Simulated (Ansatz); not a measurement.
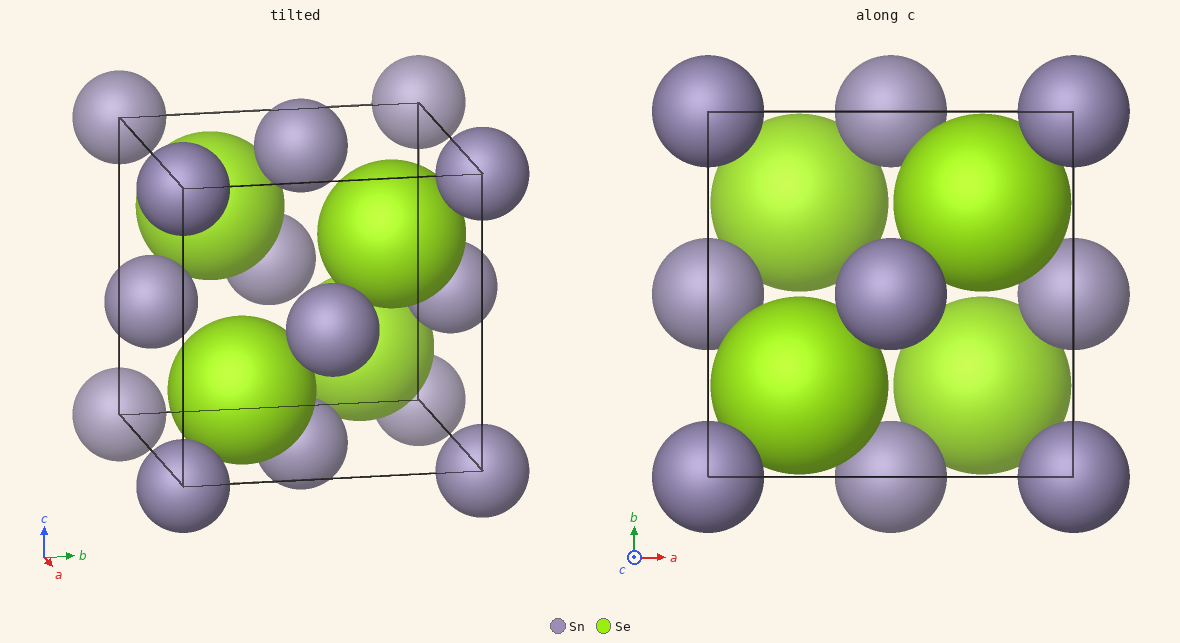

The crystal in a space-filling representation, seen slightly off an axis and along the c axis. One conventional unit cell is outlined, and atoms on its boundary appear in each equivalent place.

SnSe, zinc blende (sphalerite type), space group F-43m (No. 216), a = 6.783 Å, b = 6.783 Å, c = 6.783 Å, α = 90.00°, β = 90.00°, γ = 90.00°. The structure was taken from a structure type filled with these elements by a generator (whether the compound takes this form wasn't checked). The cell was then strained or its atoms displaced on purpose. A calculation with Ansatz used it as input.

This one geometry was computed with Ansatz (DFT, plane waves, PAW) at three levels of theory: r2SCAN, PBE and HSE06. It was relaxed with r2SCAN and then strained.

Q: How does the band gap change with the level of theory?

A: PBE: a gap of 0.06 eV, indirect; r2SCAN: a gap of 0.13 eV, indirect; HSE06: a gap of 0.40 eV, indirect.

Q: Collect the results in a table.

A:
| level | cutoff (eV) | k-mesh of the run's cell | gap (eV) | pressure (GPa) |
| --- | --- | --- | --- | --- |
| r2SCAN | 500 | 6×6×6 | 0.13 | -0.8 |
| PBE | 420 | 6×6×6 | 0.06 | 0.0 |
| HSE06 | 420 | 4×4×4 | 0.40 | -0.7 |

Gaps are taken on the k-mesh or band path of each run.
